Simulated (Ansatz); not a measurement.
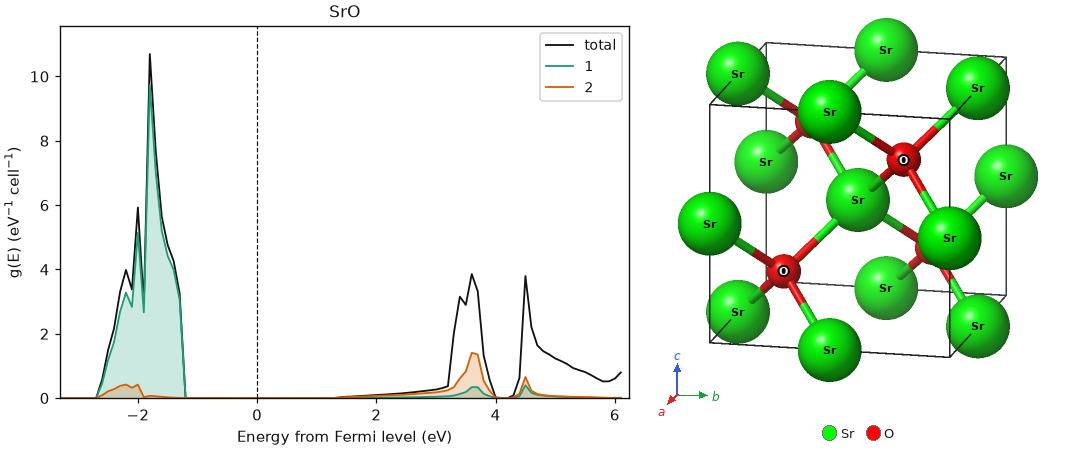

Density of states, beside the structure. Energies are counted from the Fermi level. The partial curves are projected on Löwdin-orthogonalised atomic shells; they sum to less than the total at higher energies, where shells without a projector contribute.

The material is SrO, space group F-43m, 2 atoms in the cell; a = 3.97 Å, b = 3.97 Å, c = 3.97 Å, α = 60.00°, β = 60.00°, γ = 60.00°.

Method: DFT PBE, scalar-relativistic, plane waves, PAW, no spin polarisation, 8×8×8 k mesh, 420 eV cutoff, Gaussian smearing of 0.02 eV (Ansatz).

### The numbered curves are projections. Which is which? The candidates: O 2p, Sr 5s.

1 is O 2p; 2 is Sr 5s.

### Metal or insulator, going by the density of states?

There is a gap; over the k points computed it is 2.48 eV.

The structure is an invented one, so it need not be a known or stable phase.
